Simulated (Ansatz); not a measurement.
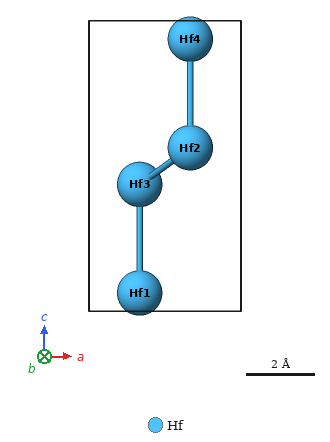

*The input geometry (ball-and-stick view of the cell of the calculation, along the b axis; atoms are numbered from 1 in the order of the input). An atom can appear more than once, as a periodic image.*

Near neighbours in the periodic cell (some may lie outside the picture): Hf has 4 Hf at 3.20 to 3.23 Å.

Run report: Hf, geometry relaxation (part 1 of 2)

System: Hf (P6₃/mmc, 4 atoms in the cell).
Method: DFT r2SCAN, scalar-relativistic, plane waves, PAW, no spin polarisation (Ansatz 0.2.0).

The structure was made by swapping elements on the sites of another compound; it need not be a known phase. It belongs to a series of runs on one base structure; here: Si -> Hf on all its sites, cell and atoms relaxed. Figures and captions count atoms from 1; the log counts them from 0 in places.

### Log
```
Engine: ansatz 0.2.0, x86_64-unknown-linux-gnu
Pseudopotentials: kind: paw
Pseudopotential: Hf, paw, valence charge 26, recommended cutoff 500 eV (meta_gga), Hf.paw.azcp
Functional definition: r2SCAN
  parameter k0 = 0.174
  parameter k1 = 0.065
  parameter a1 = 4.9479
  exchange = r2scan_x(k0 = k0, k1 = k1, a1 = a1)
  correlation = r2scan_c
Crystal: 4 atoms, lattice volume = 203.495 Å³
Basis set: ecut = 500 eV, 5239 PW (Γ), exchange–correlation on 160×160×256 points (64 copies of the dense FFT grid, shifted against one another)
Bands: 63, of which v1, the nominal top of the filled ones, is band 52 counted from 1 (51 counted from 0)
Symmetry: 24 space group operations
Space group: P63/mmc (ITA 194), of the structure as read, at distance tolerance 5.9e-5 Å
k-points: 76 of 864
Non-local potential: Hf, projectors of the file, l = 0: 3, l = 1: 2, l = 2: 2, l = 3: 3
PAW form: soft (Blöchl's): semilocal exchange-correlation on the pseudo side does not see the compensation charge
PAW frozen core: Hf, regenerated for the run's functional (the file was generated under x = pbe(κ = 0.804, μ = 0.2195149727645171), c = pbe(β = 0.06672455060314922))
PAW one-centre angular grid: Hf, 974 points (default); XC on 160 Gauss nodes
Initial density: superposition of atomic densities (neutral atoms: chi_scale 0, normalization atom), corrected by the library's trained network
Initial wavefunctions: pseudopotential atomic-orbital guess
Functional: x = r2scan, c = r2scan; τ floored in thin density (d = 2e-4 eV/Å³)
SCF iter   1: F=—  HF=-62918.457400 eV  |F-HF|=—  |Δ(HF+E_count)|=         —  Δρ=6.49e-3  dr2=1.09e-1  dr2_τ=3.42e-2  ethr=1.77e-3  ⟨swp⟩=4.3  Hψ=14893  notcnv=0
preconditioner: auto → LDOS  [metal: Δε(μ)=0.002 eV  Ē_g=11.935 eV  σ=0.100 eV  W_gap=0.01  n_scr=42 (ndim 8)  ℏωp=22.1 eV  f_vac=0.185  D(μ)=16.18/eV (n_scr^D=196)  β→1.0]
SCF iter   2: F=—  HF=-62918.569646 eV  |F-HF|=—  |Δ(HF+E_count)|=   1.12e-1  Δρ=7.75e-3  dr2=1.03e-1  dr2_τ=2.83e-2  ethr=1.05e-4  ⟨swp⟩=2.1  Hψ=10243  notcnv=0  defer=103
SCF iter   3: F=—  HF=-62918.425217 eV  |F-HF|=—  |Δ(HF+E_count)|=   1.44e-1  Δρ=1.54e-3  dr2=4.40e-3  dr2_τ=1.82e-4  ethr=9.87e-5  ⟨swp⟩=2.0  Hψ=9370  notcnv=0  defer=103
SCF iter   4: F=—  HF=-62918.428102 eV  |F-HF|=—  |Δ(HF+E_count)|=   2.89e-3  Δρ=7.27e-4  dr2=1.29e-3  dr2_τ=8.35e-5  ethr=4.23e-6  ⟨swp⟩=2.0  Hψ=8721  notcnv=0  defer=103
SCF iter   5: F=—  HF=-62918.428985 eV  |F-HF|=—  |Δ(HF+E_count)|=   8.83e-4  Δρ=3.05e-4  dr2=2.40e-4  dr2_τ=6.12e-6  ethr=1.24e-6  ⟨swp⟩=2.0  Hψ=8356  notcnv=0  defer=103
SCF iter   6: F=—  HF=-62918.429154 eV  |F-HF|=—  |Δ(HF+E_count)|=   1.69e-4  Δρ=2.12e-4  dr2=1.29e-4  dr2_τ=5.11e-6  ethr=2.31e-7  ⟨swp⟩=2.0  Hψ=8435  notcnv=0  defer=103
SCF iter   7: F=—  HF=-62918.429187 eV  |F-HF|=—  |Δ(HF+E_count)|=   3.28e-5  Δρ=5.68e-5  dr2=7.41e-6  dr2_τ=2.87e-7  ethr=1.24e-7  ⟨swp⟩=2.0  Hψ=8348  notcnv=0  defer=103
SCF iter   8: F=—  HF=-62918.429355 eV  |F-HF|=—  |Δ(HF+E_count)|=   1.68e-4  Δρ=1.14e-5  dr2=2.93e-7  dr2_τ=2.07e-8  ethr=7.12e-9  ⟨swp⟩=2.0  Hψ=8629  notcnv=0  defer=103
SCF iter   9: F=-62918.429355 eV  HF=-62918.429355 eV  |F-HF|=4.86e-8  |Δ(HF+E_count)|=   1.59e-7  Δρ=5.53e-6  dr2=9.36e-8  dr2_τ=2.80e-9  ethr=9.62e-11  ⟨swp⟩=9.2  Hψ=20047  notcnv=0
SCF 1 converged in 9 iterations: F = -62918.429355 eV  dr2 = 9.36e-8
  greatest PAW one-centre occupation: 0.998 electrons in one spin orbital (limit 2), on the Hf atom at site 2 (counted from 0), in its partial waves of l = 3
relax step   1: F+E_penalty+E_count = -62918.42935546 eV  Δ(F+E_penalty+E_count) = +0.000e0 eV  max|allowed force component| = 1.007e-1 eV/Å  Δτ_max = 0.0000 Å  P = -7.443 GPa  Ω = 203.495 Å³  (9 SCF iters, dr2 threshold 1.00e-7 eV, accepted)
Crystal: 4 atoms, lattice volume = 175.526 Å³
Basis set: ecut = 500 eV, 4477 PW (Γ), exchange–correlation on 160×160×256 points (64 copies of the dense FFT grid, shifted against one another)
Initial density: handed on by an earlier stage of this run
Initial wavefunctions: those handed on with the density
iter 1 solved again at ethr=3.33e-5 eV; its pass at ethr=3.10e-3 eV (dr2=3.46e-2 eV) is discarded
SCF iter   1: F=—  HF=-62918.037602 eV  |F-HF|=—  |Δ(HF+E_count)|=         —  Δρ=5.71e-3  dr2=3.52e-2  dr2_τ=1.16e0  ethr=3.33e-5  ⟨swp⟩=2.0  Hψ=27127  notcnv=0
preconditioner: auto → LDOS  [metal: Δε(μ)=0.003 eV  Ē_g=11.510 eV  σ=0.100 eV  W_gap=0.02  n_scr=36 (ndim 8)  ℏωp=23.8 eV  f_vac=0.122  D(μ)=10.15/eV (n_scr^D=98)  β→1.0]
SCF iter   2: F=—  HF=-62919.633105 eV  |F-HF|=—  |Δ(HF+E_count)|=    1.60e0  Δρ=2.02e-3  dr2=4.65e-3  dr2_τ=1.36e-3  ethr=3.33e-5  ⟨swp⟩=3.0  Hψ=10084  notcnv=0
SCF iter   3: F=—  HF=-62919.640533 eV  |F-HF|=—  |Δ(HF+E_count)|=   7.43e-3  Δρ=9.08e-4  dr2=1.38e-3  dr2_τ=1.37e-4  ethr=4.47e-6  ⟨swp⟩=2.0  Hψ=8621  notcnv=0
SCF iter   4: F=—  HF=-62919.641166 eV  |F-HF|=—  |Δ(HF+E_count)|=   6.32e-4  Δρ=4.92e-4  dr2=2.76e-4  dr2_τ=5.76e-5  ethr=1.33e-6  ⟨swp⟩=2.0  Hψ=8773  notcnv=0
SCF iter   5: F=—  HF=-62919.641606 eV  |F-HF|=—  |Δ(HF+E_count)|=   4.40e-4  Δρ=1.66e-4  dr2=5.50e-5  dr2_τ=2.37e-6  ethr=2.65e-7  ⟨swp⟩=2.0  Hψ=8823  notcnv=0
SCF iter   6: F=—  HF=-62919.641651 eV  |F-HF|=—  |Δ(HF+E_count)|=   4.57e-5  Δρ=5.20e-5  dr2=8.99e-6  dr2_τ=1.25e-7  ethr=5.29e-8  ⟨swp⟩=2.2  Hψ=8545  notcnv=0
SCF iter   7: F=—  HF=-62919.641659 eV  |F-HF|=—  |Δ(HF+E_count)|=   7.12e-6  Δρ=3.11e-5  dr2=1.38e-6  dr2_τ=8.86e-8  ethr=8.65e-9  ⟨swp⟩=2.0  Hψ=5450  notcnv=0
SCF iter   8: F=-62919.641660 eV  HF=-62919.641660 eV  |F-HF|=1.72e-7  |Δ(HF+E_count)|=   1.35e-6  Δρ=1.42e-5  dr2=2.60e-7  dr2_τ=1.73e-8  ethr=3.85e-10  ⟨swp⟩=7.1  Hψ=20460  notcnv=0
SCF 2 converged in 8 iterations: F = -62919.641660 eV  dr2 = 2.60e-7
[... from here on the iterations of each SCF are left out, up to the last one ...]
relax step   2: F+E_penalty+E_count = -62919.64166014 eV  Δ(F+E_penalty+E_count) = -1.212e0 eV  max|allowed force component| = 1.600e-1 eV/Å  Δτ_max = 0.0082 Å  P = -6.102 GPa  Ω = 175.526 Å³  energy of the carried Pulay correction = +8.068e-4 eV  (8 SCF iters, dr2 threshold 4.00e-7 eV, accepted)
Crystal: 4 atoms, lattice volume = 151.397 Å³
Basis set: ecut = 500 eV, 3851 PW (Γ), exchange–correlation on 160×160×256 points (64 copies of the dense FFT grid, shifted against one another)
preconditioner: auto → LDOS  [metal: Δε(μ)=0.004 eV  Ē_g=11.537 eV  σ=0.100 eV  W_gap=0.02  n_scr=36 (ndim 8)  ℏωp=25.6 eV  f_vac=0.084  D(μ)=8.91/eV (n_scr^D=98)  β→1.0]
SCF 3 converged in 9 iterations: F = -62920.422564 eV  dr2 = 1.60e-7
relax step   3: F+E_penalty+E_count = -62920.42256376 eV  Δ(F+E_penalty+E_count) = -7.809e-1 eV  max|allowed force component| = 2.985e-1 eV/Å  Δτ_max = 0.0411 Å  P = -3.518 GPa  Ω = 151.397 Å³  energy of the carried Pulay correction = +1.606e-3 eV  (9 SCF iters, dr2 threshold 4.00e-7 eV, accepted)
Crystal: 4 atoms, lattice volume = 139.692 Å³
Basis set: ecut = 500 eV, 3549 PW (Γ), exchange–correlation on 160×160×256 points (64 copies of the dense FFT grid, shifted against one another)
preconditioner: auto → LDOS  [metal: Δε(μ)=0.012 eV  Ē_g=11.579 eV  σ=0.100 eV  W_gap=0.07  n_scr=36 (ndim 8)  ℏωp=26.7 eV  f_vac=0.080  D(μ)=7.07/eV (n_scr^D=66)  β→1.0]
SCF 4 converged in 9 iterations: F = -62920.972645 eV  dr2 = 1.37e-8
relax step   4: F+E_penalty+E_count = -62920.97264470 eV  Δ(F+E_penalty+E_count) = -5.501e-1 eV  max|allowed force component| = 7.661e-1 eV/Å  Δτ_max = 0.0835 Å  P = -2.404 GPa  Ω = 139.692 Å³  energy of the carried Pulay correction = +2.034e-3 eV  (9 SCF iters, dr2 threshold 4.00e-7 eV, accepted)
Crystal: 4 atoms, lattice volume = 135.836 Å³
Basis set: ecut = 500 eV, 3499 PW (Γ), exchange–correlation on 160×160×256 points (64 copies of the dense FFT grid, shifted against one another)
preconditioner: auto → LDOS  [metal: Δε(μ)=0.020 eV  Ē_g=17.208 eV  σ=0.100 eV  W_gap=0.11  n_scr=34 (ndim 8)  ℏωp=31.2 eV  f_vac=0.092  D(μ)=9.72/eV (n_scr^D=110)  β→1.0]
SCF 5 converged in 10 iterations: F = -62921.636480 eV  dr2 = 1.57e-7
relax step   5: F+E_penalty+E_count = -62921.63647990 eV  Δ(F+E_penalty+E_count) = -6.638e-1 eV  max|allowed force component| = 7.890e-2 eV/Å  Δτ_max = 0.2000 Å  P = -2.442 GPa  Ω = 135.836 Å³  energy of the carried Pulay correction = +2.181e-3 eV  (10 SCF iters, dr2 threshold 4.00e-7 eV, accepted)
Crystal: 4 atoms, lattice volume = 130.502 Å³
Basis set: ecut = 500 eV, 3307 PW (Γ), exchange–correlation on 160×160×256 points (64 copies of the dense FFT grid, shifted against one another)
preconditioner: auto → LDOS  [metal: Δε(μ)=0.000 eV  Ē_g=17.234 eV  σ=0.100 eV  W_gap=0.00  n_scr=34 (ndim 8)  ℏωp=31.8 eV  f_vac=0.098  D(μ)=10.02/eV (n_scr^D=108)  β→1.0]
SCF 6 converged in 9 iterations: F = -62922.492017 eV  dr2 = 5.63e-8
relax step   6: F+E_penalty+E_count = -62922.49201716 eV  Δ(F+E_penalty+E_count) = -8.555e-1 eV  max|allowed force component| = 7.422e-1 eV/Å  Δτ_max = 0.0313 Å  P = -2.417 GPa  Ω = 130.502 Å³  energy of the carried Pulay correction = +2.391e-3 eV  (9 SCF iters, dr2 threshold 4.00e-7 eV, accepted)
Crystal: 4 atoms, lattice volume = 125.048 Å³
Basis set: ecut = 500 eV, 3197 PW (Γ), exchange–correlation on 160×160×256 points (64 copies of the dense FFT grid, shifted against one another)
preconditioner: auto → LDOS  [metal: Δε(μ)=0.007 eV  Ē_g=17.313 eV  σ=0.100 eV  W_gap=0.04  n_scr=40 (ndim 8)  ℏωp=32.5 eV  f_vac=0.103  D(μ)=8.05/eV (n_scr^D=96)  β→1.0]
SCF 7 converged in 9 iterations: F = -62923.539511 eV  dr2 = 3.45e-8
relax step   7: F+E_penalty+E_count = -62923.53951068 eV  Δ(F+E_penalty+E_count) = -1.047e0 eV  max|allowed force component| = 9.849e-1 eV/Å  Δτ_max = 0.0698 Å  P = -1.824 GPa  Ω = 125.048 Å³  energy of the carried Pulay correction = +2.612e-3 eV  (9 SCF iters, dr2 threshold 4.00e-7 eV, accepted)
Crystal: 4 atoms, lattice volume = 119.404 Å³
Basis set: ecut = 500 eV, 3015 PW (Γ), exchange–correlation on 160×160×256 points (64 copies of the dense FFT grid, shifted against one another)
preconditioner: auto → LDOS  [metal: Δε(μ)=0.006 eV  Ē_g=17.383 eV  σ=0.100 eV  W_gap=0.03  n_scr=40 (ndim 8)  ℏωp=33.3 eV  f_vac=0.111  D(μ)=7.26/eV (n_scr^D=72)  β→1.0]
SCF 8 converged in 8 iterations: F = -62924.409811 eV  dr2 = 1.45e-7
relax step   8: F+E_penalty+E_count = -62924.40981149 eV  Δ(F+E_penalty+E_count) = -8.703e-1 eV  max|allowed force component| = 4.028e-1 eV/Å  Δτ_max = 0.0811 Å  P = -0.020 GPa  Ω = 119.404 Å³  energy of the carried Pulay correction = +2.848e-3 eV  (8 SCF iters, dr2 threshold 4.00e-7 eV, accepted)
Crystal: 4 atoms, lattice volume = 116.873 Å³
Basis set: ecut = 500 eV, 2977 PW (Γ), exchange–correlation on 160×160×256 points (64 copies of the dense FFT grid, shifted against one another)
preconditioner: auto → LDOS  [metal: Δε(μ)=0.010 eV  Ē_g=17.485 eV  σ=0.100 eV  W_gap=0.06  n_scr=28 (ndim 8)  ℏωp=33.7 eV  f_vac=0.132  D(μ)=5.90/eV (n_scr^D=58)  β→1.0]
SCF 9 converged in 9 iterations: F = -62924.682434 eV  dr2 = 2.93e-8
relax step   9: F+E_penalty+E_count = -62924.68243421 eV  Δ(F+E_penalty+E_count) = -2.726e-1 eV  max|allowed force component| = 6.470e-1 eV/Å  Δτ_max = 0.0617 Å  P = +2.893 GPa  Ω = 116.873 Å³  energy of the carried Pulay correction = +2.957e-3 eV  (9 SCF iters, dr2 threshold 4.00e-7 eV, accepted)
Crystal: 4 atoms, lattice volume = 125.516 Å³
Basis set: ecut = 500 eV, 3175 PW (Γ), exchange–correlation on 160×160×256 points (64 copies of the dense FFT grid, shifted against one another)
preconditioner: auto → LDOS  [metal: Δε(μ)=0.007 eV  Ē_g=17.472 eV  σ=0.100 eV  W_gap=0.04  n_scr=28 (ndim 8)  ℏωp=32.5 eV  f_vac=0.157  D(μ)=6.83/eV (n_scr^D=70)  β→1.0]
SCF 10 converged in 8 iterations: F = -62924.752738 eV  dr2 = 2.13e-7
relax step  10: F+E_penalty+E_count = -62924.75273825 eV  Δ(F+E_penalty+E_count) = -7.030e-2 eV  max|allowed force component| = 4.385e-1 eV/Å  Δτ_max = 0.0537 Å  P = -0.461 GPa  Ω = 125.516 Å³  energy of the carried Pulay correction = +2.593e-3 eV  (8 SCF iters, dr2 threshold 4.00e-7 eV, accepted)
Crystal: 4 atoms, lattice volume = 123.991 Å³
Basis set: ecut = 500 eV, 3139 PW (Γ), exchange–correlation on 160×160×256 points (64 copies of the dense FFT grid, shifted against one another)
preconditioner: auto → LDOS  [metal: Δε(μ)=0.006 eV  Ē_g=17.442 eV  σ=0.100 eV  W_gap=0.03  n_scr=28 (ndim 8)  ℏωp=32.7 eV  f_vac=0.147  D(μ)=6.73/eV (n_scr^D=70)  β→1.0]
SCF 11 converged in 7 iterations: F = -62924.766599 eV  dr2 = 1.18e-7
relax step  11: F+E_penalty+E_count = -62924.76659855 eV  Δ(F+E_penalty+E_count) = -1.386e-2 eV  max|allowed force component| = 7.418e-2 eV/Å  Δτ_max = 0.0253 Å  P = +0.068 GPa  Ω = 123.991 Å³  energy of the carried Pulay correction = +2.655e-3 eV  (7 SCF iters, dr2 threshold 4.00e-7 eV, accepted)
Crystal: 4 atoms, lattice volume = 124.013 Å³
Basis set: ecut = 500 eV, 3115 PW (Γ), exchange–correlation on 160×160×256 points (64 copies of the dense FFT grid, shifted against one another)
preconditioner: auto → LDOS  [metal: Δε(μ)=0.010 eV  Ē_g=17.443 eV  σ=0.100 eV  W_gap=0.06  n_scr=28 (ndim 8)  ℏωp=32.7 eV  f_vac=0.148  D(μ)=6.76/eV (n_scr^D=70)  β→1.0]
SCF 12 converged in 4 iterations: F = -62924.767136 eV  dr2 = 2.59e-7
relax step  12: F+E_penalty+E_count = -62924.76713614 eV  Δ(F+E_penalty+E_count) = -5.376e-4 eV  max|allowed force component| = 2.301e-4 eV/Å  Δτ_max = 0.0036 Å  P = -0.005 GPa  Ω = 124.013 Å³  energy of the carried Pulay correction = +2.655e-3 eV  (4 SCF iters, dr2 threshold 3.44e-7 eV, accepted)
Basis set: ecut = 500 eV, 3115 PW (Γ), exchange–correlation on 160×160×160 points (64 copies of the dense FFT grid, shifted against one another)
Initial wavefunctions: pseudopotential atomic-orbital guess (no wavefunctions were taken with the density)
iter 1 solved again at ethr=5.31e-8 eV; its pass at ethr=3.10e-3 eV (dr2=5.52e-5 eV) is discarded
SCF iter   1: F=—  HF=-62924.764778 eV  |F-HF|=—  |Δ(HF+E_count)|=         —  Δρ=2.39e-4  dr2=3.79e-6  dr2_τ=4.02e-5  ethr=5.31e-8  ⟨swp⟩=3.9  Hψ=28057  notcnv=0
preconditioner: auto → LDOS  [metal: Δε(μ)=0.008 eV  Ē_g=17.442 eV  σ=0.100 eV  W_gap=0.05  n_scr=28 (ndim 8)  ℏωp=32.7 eV  f_vac=0.149  D(μ)=6.77/eV (n_scr^D=70)  β→1.0]
SCF iter   2: F=—  HF=-62924.764798 eV  |F-HF|=—  |Δ(HF+E_count)|=   2.03e-5  Δρ=1.25e-5  dr2=1.08e-7  dr2_τ=1.90e-8  ethr=3.65e-9  ⟨swp⟩=2.0  Hψ=8752  notcnv=0
SCF iter   3: F=—  HF=-62924.764798 eV  |F-HF|=—  |Δ(HF+E_count)|=   9.13e-8  Δρ=1.11e-5  dr2=1.27e-7  dr2_τ=1.76e-8  ethr=1.04e-10  ⟨swp⟩=2.3  Hψ=8828  notcnv=0
SCF iter   4: F=—  HF=-62924.764798 eV  |F-HF|=—  |Δ(HF+E_count)|=   1.75e-7  Δρ=3.58e-6  dr2=1.57e-8  dr2_τ=1.64e-9  ethr=1.04e-10  ⟨swp⟩=2.0  Hψ=8751  notcnv=0
SCF iter   5: F=—  HF=-62924.764798 eV  |F-HF|=—  |Δ(HF+E_count)|=   3.66e-9  Δρ=1.36e-6  dr2=1.98e-9  dr2_τ=1.04e-10  ethr=1.51e-11  ⟨swp⟩=2.0  Hψ=8246  notcnv=0
SCF iter   6: F=—  HF=-62924.764798 eV  |F-HF|=—  |Δ(HF+E_count)|=  5.17e-10  Δρ=6.26e-7  dr2=6.32e-10  dr2_τ=3.03e-11  ethr=1.90e-12  ⟨swp⟩=2.0  Hψ=8629  notcnv=0
SCF iter   7: F=-62924.764798 eV  HF=-62924.764798 eV  |F-HF|=0.00e0  |Δ(HF+E_count)|=  2.18e-11  Δρ=1.35e-7  dr2=1.99e-11  dr2_τ=1.92e-12  ethr=1.00e-12  ⟨swp⟩=3.4  Hψ=20782  notcnv=0
SCF 13 converged in 7 iterations: F = -62924.764798 eV  dr2 = 1.99e-11
relax step  13: F+E_penalty+E_count = -62924.76479773 eV  Δ(F+E_penalty+E_count) = +2.338e-3 eV  max|allowed force component| = 1.269e-4 eV/Å  Δτ_max = 0.0000 Å  P = -0.003 GPa  Ω = 124.013 Å³  stress off target by 2.93e-2 GPa  SCF on the basis re-selected at this cell (its energy is not comparable with the rows above)  (7 SCF iters)
```

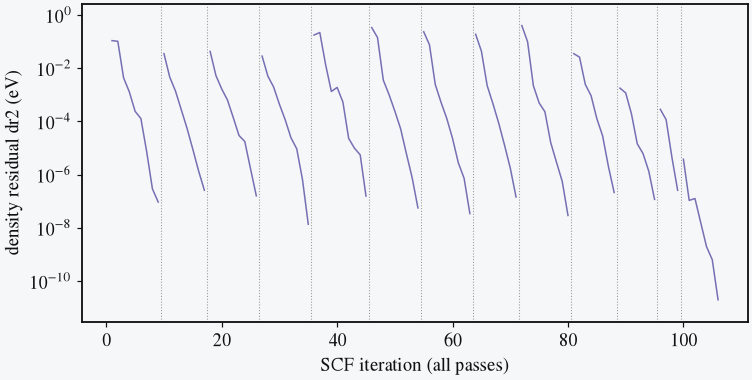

*Convergence of the self-consistent field: density residual dr2 against the SCF iteration. The dotted lines part the SCF passes of the relaxation: geometry steps, rejected trials and re-solves on a re-selected basis.*

The 13 passes take 4 to 10 iterations each, 106 in all.

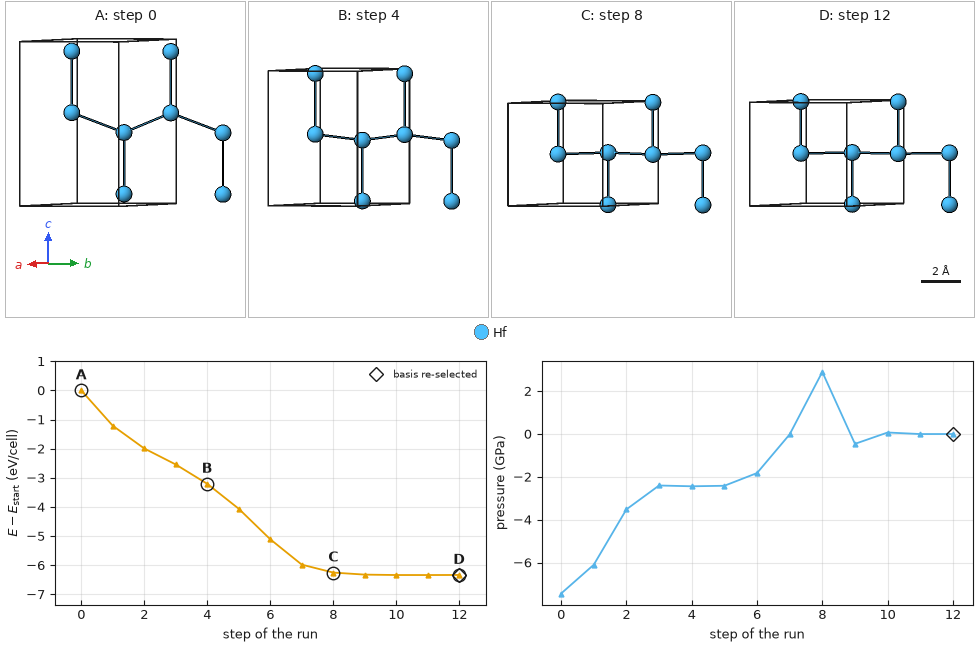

*Frames of the relaxation (ball-and-stick view of the cell of the calculation, repeated 1 × 2 × 1, seen at an oblique angle) above the curves, on which the letters mark them (the first geometry is step 0 here and step 1 in the log).*
